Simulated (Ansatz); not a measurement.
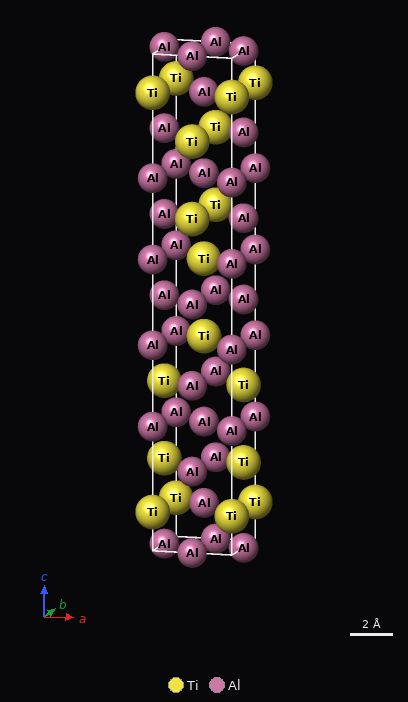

The structure (spheres-only view of the cell 2 times as large as that of the calculation, set on its symmetry axes, seen slightly off an axis). An atom can appear more than once, as a periodic image.

**Run report: TiAl2, single-point calculation**

TiAl2 (I4₁/amd, 12 atoms in the cell), computed with DFT r2SCAN, scalar-relativistic, plane waves, PAW, no spin polarisation (Ansatz 0.2.0).

The structure derives from a Materials Project entry. It belongs to a series of runs on one base structure; here: the same crystal in its conventional cell.

Output:
```
basis.fft_grid_basis auto: the FFT boxes are laid along the combinations [[1, 0, 1], [0, 1, 1], [0, 0, 1]] of the cell's own vectors, 3.950, 3.950 and 12.396 Å long. The dense box has 30×30×96 points. Along the cell's own vectors, as sized, it would have 96×96×96, 10.24 times as many. Of the 16 symmetry operations that the crystal satisfies within crystal.symmetry.tolerance (time reversal apart; of a slab, those that keep its plane) the dense box along the cell's own vectors carries 16, and the one as laid loses 14 of those. basis.fft_grid_basis: typed keeps the cell's own vectors: state it where this run's energies or levels are differenced outside the engine with another run's, or held beside a run that keeps those vectors.
Engine: ansatz 0.2.0, x86_64-unknown-linux-gnu
Pseudopotentials: kind: paw
Pseudopotential: Ti, paw, valence charge 12, recommended cutoff 500 eV (meta_gga), Ti.paw.azcp
Pseudopotential: Al, paw, valence charge 3, recommended cutoff 500 eV (meta_gga), Al.paw.azcp
Functional definition: r2SCAN
  parameter k0 = 0.174
  parameter k1 = 0.065
  parameter a1 = 4.9479
  exchange = r2scan_x(k0 = k0, k1 = k1, a1 = a1)
  correlation = r2scan_c
Crystal: 12 atoms, lattice volume = 188.445 Å³
Basis set: ecut = 500 eV, 4773 PW (Γ), FFT grids on a1+a3, a2+a3, a3, exchange–correlation on 120×120×384 points (64 copies of the dense FFT grid, shifted against one another)
Bands: 48, of which v1, the nominal top of the filled ones, is band 36 counted from 1 (35 counted from 0)
Symmetry: 16 space group operations
Space group: I41/amd (ITA 141), of the structure as read, at distance tolerance 5.7e-5 Å
k-points: 163 of 1728
Non-local potential: Ti, projectors of the file, l = 0: 3, l = 1: 2, l = 2: 3, l = 3: 1
Non-local potential: Al, projectors of the file, l = 0: 2, l = 1: 2, l = 2: 1
PAW form: soft (Blöchl's): semilocal exchange-correlation on the pseudo side does not see the compensation charge
PAW frozen core: Ti, regenerated for the run's functional (the file was generated under x = pbe(κ = 0.804, μ = 0.2195149727645171), c = pbe(β = 0.06672455060314922))
PAW frozen core: Al, regenerated for the run's functional (the file was generated under x = pbe(κ = 0.804, μ = 0.2195149727645171), c = pbe(β = 0.06672455060314922))
PAW one-centre angular grid: Ti, 590 points (default); XC on 160 Gauss nodes
PAW one-centre angular grid: Al, 302 points (default); XC on 160 Gauss nodes
Initial density: superposition of atomic densities (neutral atoms: chi_scale 0, normalization atom), corrected by the library's trained network
Initial wavefunctions: pseudopotential atomic-orbital guess
Functional: x = r2scan, c = r2scan; τ floored in thin density (d = 2e-4 eV/Å³)
SCF iter   1: F=—  HF=-14346.344814 eV  |F-HF|=—  |Δ(HF+E_count)|=         —  Δρ=1.14e-2  dr2=2.72e-1  dr2_τ=9.35e-2  ethr=1.77e-3  ⟨swp⟩=7.7  Hψ=36937  notcnv=0
preconditioner: auto → Kerker (q_TF=auto, 2.324 Å⁻¹)  [metal: Δε(μ)=0.007 eV  Ē_g=5.223 eV  σ=0.100 eV  W_gap=0.04  n_scr=44 (ndim 8)  ℏωp=17.1 eV  f_vac=0.000  D(μ)=3.70/eV (n_scr^D=22)]
SCF iter   2: F=—  HF=-14346.493302 eV  |F-HF|=—  |Δ(HF+E_count)|=   1.48e-1  Δρ=3.40e-3  dr2=2.60e-2  dr2_τ=5.68e-3  ethr=3.77e-4  ⟨swp⟩=3.0  Hψ=16434  notcnv=0  defer=584
SCF iter   3: F=—  HF=-14346.493568 eV  |F-HF|=—  |Δ(HF+E_count)|=   2.66e-4  Δρ=2.01e-3  dr2=7.57e-3  dr2_τ=2.44e-4  ethr=3.62e-5  ⟨swp⟩=2.0  Hψ=9667  notcnv=0  defer=584
SCF iter   4: F=—  HF=-14346.493752 eV  |F-HF|=—  |Δ(HF+E_count)|=   1.84e-4  Δρ=2.38e-4  dr2=9.67e-5  dr2_τ=5.15e-6  ethr=1.05e-5  ⟨swp⟩=2.5  Hψ=11375  notcnv=0  defer=584
SCF iter   5: F=—  HF=-14346.493772 eV  |F-HF|=—  |Δ(HF+E_count)|=   1.95e-5  Δρ=5.63e-5  dr2=6.84e-6  dr2_τ=3.16e-7  ethr=1.34e-7  ⟨swp⟩=2.7  Hψ=11986  notcnv=0  defer=584
SCF iter   6: F=—  HF=-14346.493770 eV  |F-HF|=—  |Δ(HF+E_count)|=   1.87e-6  Δρ=1.08e-5  dr2=2.63e-7  dr2_τ=1.23e-8  ethr=9.51e-9  ⟨swp⟩=2.1  Hψ=9903  notcnv=0  defer=584
SCF iter   7: F=-14346.493770 eV  HF=-14346.493770 eV  |F-HF|=1.13e-8  |Δ(HF+E_count)|=   7.72e-8  Δρ=3.13e-6  dr2=2.34e-8  dr2_τ=8.08e-10  ethr=1.39e-10  ⟨swp⟩=10.8  Hψ=32090  notcnv=0
SCF 1 converged in 7 iterations: F = -14346.493770 eV  dr2 = 2.34e-8
  greatest PAW one-centre occupation: 1.001 electrons in one spin orbital (limit 2), on the Ti atom at site 3 (counted from 0), in its partial waves of l = 1
```

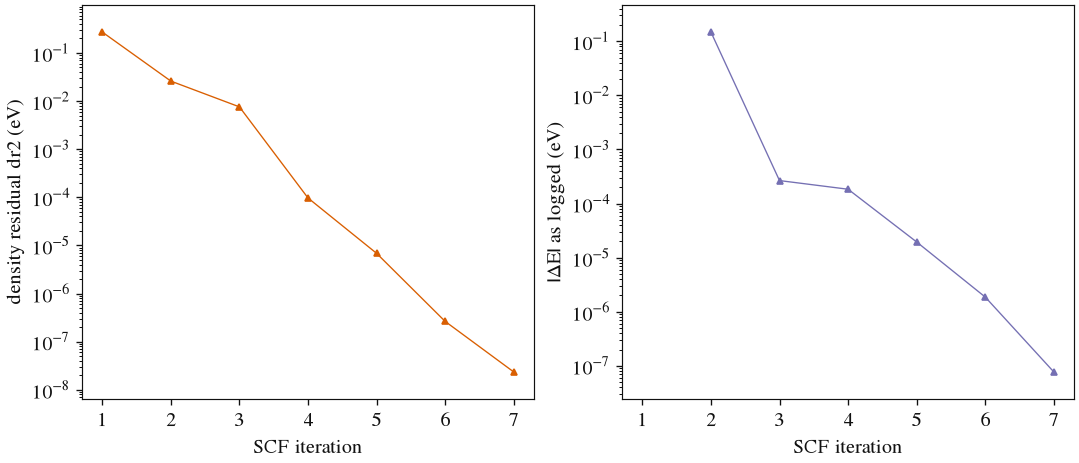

Convergence of the self-consistent field: density residual dr2 and size of the energy change against the SCF iteration. The residual falls at every step.

```
SCF converged after 7 iterations
Free energy (F): -14346.493770 eV
Harris-Foulkes:  -14346.493770 eV  (|F-HF|=1.13e-8)
Internal energy: -14346.474594 eV  (E = F + TS)
E sigma→0 (E₀):  -14346.484182 eV
Entropy (-TS):   -0.019176 eV (-1.598 meV/atom)
Fermi energy:    10.526254 eV
--- Per-component energies (eV) ---
  E_band       = -689.774263
  E_kinetic    = 1285.725689
  E_local      = -4636.376536  (includes V_loc(G=0)·N_el)
  E_nonlocal   = 111.445331
  E_hartree    = 2021.472758
  E_xc         = -670.740638
  E_vxc        = -786.986526  (∫ρ·V_xc dr)
  E_paw        = -8015.736593  (= ΣΔE_a)
  E_vpaw       = -752.617785  (= ΣTr[D̂ρ^β])
  E_aug_tail   = 0.000373  (compensation charges beyond the density's cutoff)
  E_vtau       = 46.092076  (kinetic-family band-sum trace: ∫τ·v_τ [+ j·A + Jᵃ·Aᵃ] dr)
  E_ewald      = -4440.770284
  E_core_change = -1.494693  (= ΣΔE_core)
  E_smearing   = -0.019176  (= −TS)
  E_closure    = 0.000000  (closes the sum)
  Σ components = -14346.493770   (vs F -14346.493770, Δ=0.00e0)
--- Forces (eV/Å), atoms counted from 1 ---
  atom   1  Ti    -0.00000000     0.00000000     0.00156406
  atom   2  Ti    -0.00000000    -0.00000000     0.00156406
  atom   3  Ti     0.00000000    -0.00000000    -0.00156406
  atom   4  Ti     0.00000000     0.00000000    -0.00156406
  atom   5  Al    -0.00000000     0.00000000     0.00009292
  atom   6  Al     0.00000000     0.00000000     0.00007392
  atom   7  Al     0.00000000     0.00000000    -0.00007392
  atom   8  Al     0.00000000     0.00000000    -0.00009292
  atom   9  Al    -0.00000000    -0.00000000     0.00009292
  atom  10  Al    -0.00000000     0.00000000    -0.00007392
  atom  11  Al    -0.00000000     0.00000000     0.00007392
  atom  12  Al     0.00000000     0.00000000    -0.00009292
  max |Σ_I F_I| component: 1.73e-18 eV/Å
--- Stress (GPa, compression-positive) ---
        0.002123       0.000000      -0.000000
        0.000000       0.002123       0.000000
        0.000000       0.000000       0.001891
  P = ⅓ Tr σ = 0.0020 GPa (0.020 kbar)
--- Band table (eV; the first three rows and the last of 163) ---
  k-point 0: bands = ["-48.6374", "-48.6365", "-48.6087", "-48.6078", "-23.9330", "-23.9330", "-23.9020", "-23.9009", "-23.9009", "-23.8835", "-23.8820", "-23.8820", "-23.7813", "-23.7813", "-23.7588", "-23.7399", "-0.2289", "0.4686", "1.4587", "4.0564", "4.1145", "7.4686", "7.9628", "8.0757", "8.4116", "8.4116", "8.5439", "8.5439", "8.7570", "8.8318", "8.9043", "9.7229", "9.7229", "9.7633", "9.7633", "10.0005", "10.7170", "10.8685", "11.1465", "11.1465", "11.5199", "11.5528", "11.7001", "11.7001", "11.7212", "12.1203", "12.3433", "13.7117"]
  k-point 1: bands = ["-48.6368", "-48.6359", "-48.6091", "-48.6082", "-23.9339", "-23.9339", "-23.9027", "-23.9027", "-23.9024", "-23.8847", "-23.8847", "-23.8843", "-23.7811", "-23.7804", "-23.7577", "-23.7394", "-0.0852", "0.6017", "1.6003", "4.1507", "4.2480", "7.2792", "7.3080", "7.3550", "7.8999", "8.2796", "8.4626", "8.6495", "8.6624", "8.7985", "9.1784", "9.6523", "9.7178", "9.7875", "9.8923", "10.4055", "10.4948", "10.7887", "11.3039", "11.3081", "11.4583", "11.4777", "11.7797", "11.7925", "12.0954", "12.3676", "12.4271", "13.3006"]
  k-point 2: bands = ["-48.6350", "-48.6341", "-48.6102", "-48.6093", "-23.9361", "-23.9361", "-23.9076", "-23.9076", "-23.9037", "-23.8916", "-23.8900", "-23.8881", "-23.7801", "-23.7776", "-23.7553", "-23.7385", "0.3392", "0.9966", "2.0131", "4.4229", "4.6325", "6.4537", "6.5342", "6.6186", "6.9698", "8.0497", "8.2094", "8.2922", "8.3248", "8.5031", "9.0839", "9.4551", "9.4864", "9.6915", "10.1909", "10.6274", "10.7550", "10.8873", "11.4043", "11.4410", "11.5630", "11.7154", "11.9995", "12.2088", "12.3935", "12.4187", "12.5591", "12.7891"]
  k-point 162: bands = ["-48.6369", "-48.6369", "-48.6082", "-48.6082", "-23.9330", "-23.9330", "-23.9009", "-23.9009", "-23.8934", "-23.8934", "-23.8820", "-23.8820", "-23.7813", "-23.7813", "-23.7488", "-23.7488", "0.0196", "0.0196", "2.4000", "2.4000", "6.0293", "6.0293", "8.1772", "8.1772", "8.4714", "8.4714", "8.4776", "8.4776", "8.6465", "8.6465", "9.5873", "9.5873", "9.7217", "9.7217", "9.7648", "9.7648", "10.7840", "10.7840", "11.3268", "11.3268", "11.4957", "11.4957", "11.6291", "11.6291", "11.8731", "11.8731", "13.1745", "13.1745"]
```

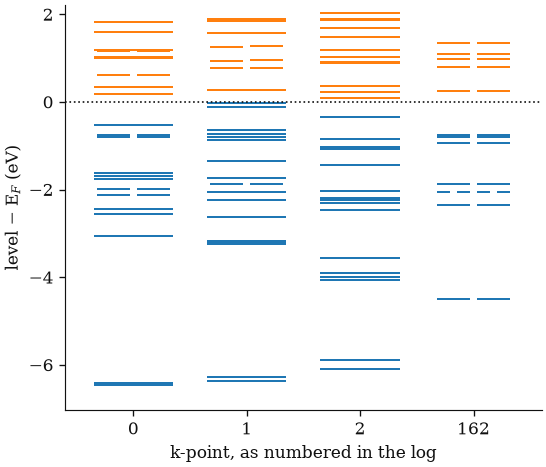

Kohn–Sham levels near the Fermi level (dotted) at the few k-points that the log prints; levels within 0.02 eV of each other stand side by side. The system is metallic on the full mesh.

The run was set up as follows.

Input:
```yaml
crystal:
  lattice:
    - [-1.975093236, 1.975093236, 12.0767333844]
    - [1.975093236, -1.975093236, 12.0767333844]
    - [1.975093236, 1.975093236, -12.0767333844]
  atoms:
    - { symbol: Ti, position: [0.6719760467, 0.1719760467, 0.5] }
    - { symbol: Ti, position: [0.9219760467, 0.9219760467, 0.0] }
    - { symbol: Ti, position: [0.8280239533, 0.3280239533, 0.5] }
    - { symbol: Ti, position: [0.0780239533, 0.0780239533, 0.0] }
    - { symbol: Al, position: [0.4136855715, 0.4136855715, 0.0] }
    - { symbol: Al, position: [0.2499883913, 0.2499883913, 0.0] }
    - { symbol: Al, position: [0.7500116087, 0.7500116087, 0.0] }
    - { symbol: Al, position: [0.3363144285, 0.8363144285, 0.5] }
    - { symbol: Al, position: [0.1636855715, 0.6636855715, 0.5] }
    - { symbol: Al, position: [0.5000116087, 1.0000116087, 0.5] }
    - { symbol: Al, position: [-1.16087e-05, 0.4999883913, 0.5] }
    - { symbol: Al, position: [0.5863144285, 0.5863144285, 0.0] }
basis:
  ecutwfc: 500
kpoints:
  mp_grid: { grid: [12, 12, 12] }
hamiltonian:
  xc: r2scan
scf:
  occupations: { method: gaussian, width: 0.1 }
output:
  forces: true
  stress: true
  eigenvalues: true
```

Run as:
```bash
ansatz run input.yaml --threads 2 --pin off --max-ram 5120MiB --backend cpu --events-out ev --progress --plain --runs-dir out
```

Summary:

| quantity | value |
| --- | --- |
| outcome | converged |
| space group (tolerance 0.01 Å) | I4₁/amd (141) |
| electrons treated | 72 |
| free energy | −14346.4938 eV |
| Fermi energy | 10.526 eV |
| gap on the k-point mesh | none (metallic) |
| pressure | 0.00 GPa |
| largest force (length of the vector) | 0.002 eV/Å |
| hardware | 2 threads of Oxide Virtual Turin-like (Zen 5), 32 GiB of memory available, shared host |
| wall time | 47 s (CPU time 93 s) |
| peak memory | 1.7 GiB |
